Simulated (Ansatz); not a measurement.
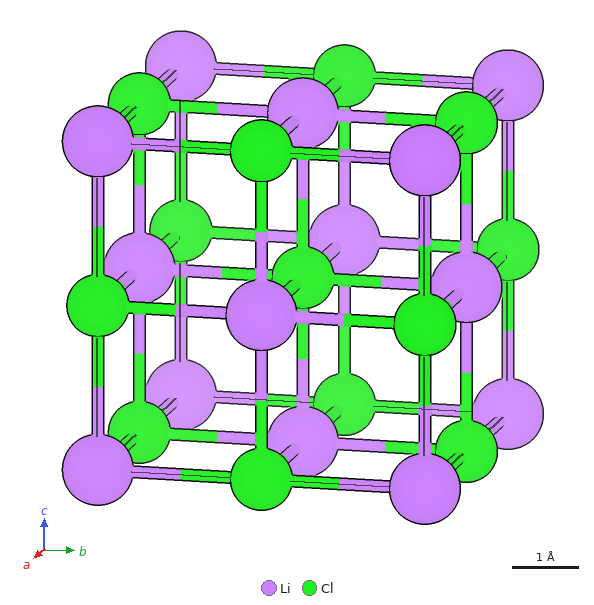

Figure: ball-and-stick view slightly off an axis. Lines trace the edges of the conventional unit cell. Cell: a = 5.15 Å, b = 5.15 Å, c = 5.15 Å, α = 90.00°, β = 90.00°, γ = 90.00°.

Its origin is a structure type filled with these elements by a generator (whether the compound takes this form wasn't checked). Earlier steps of the study may have refined or changed the cell and positions. It went into a calculation with Ansatz.

In words:

The material is LiCl. The lattice is face-centred cubic and the space group Fm-3m (No. 225). The prototype is rock salt (NaCl type). One cell contains 4 Li, 4 Cl, 8 atoms in all. The neighbours of Li are six Cl in an octahedral arrangement at about 2.6 Å. Cl is coordinated by six Li in an octahedral arrangement at about 2.6 Å. The bonds build a three-dimensional framework.

Results below were computed with Ansatz 0.2.0, DFT LDA, scalar-relativistic, plane waves, PAW; the settings were plane-wave cutoff 420 eV, k-points about 0.26 Å⁻¹ apart, Gaussian smearing of 0.02 eV, no spin polarisation.

Is it conducting or gapped at this level?

An insulator at this level, with a gap of 5.91 eV, direct.

What net charge does each kind of atom have (Bader)?

Li +0.89 e; Cl -0.89 e.

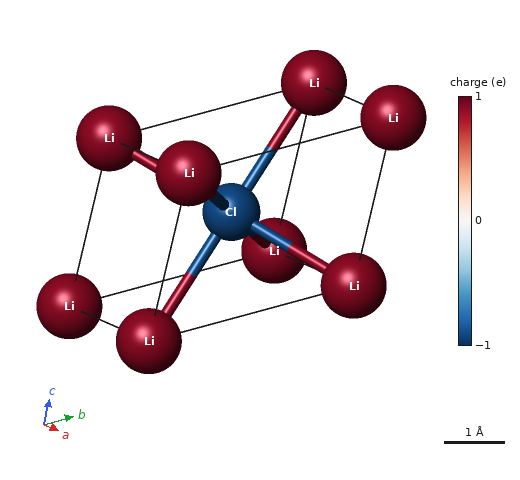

The atoms coloured by those charges. The run's cell of 2 atoms is drawn, so axes and origin can differ from the first picture.

Is the structure relaxed at this level of theory?

No. All forces vanish to within 0.01 eV/Å. The pressure is -3.5 GPa, so the cell would contract.
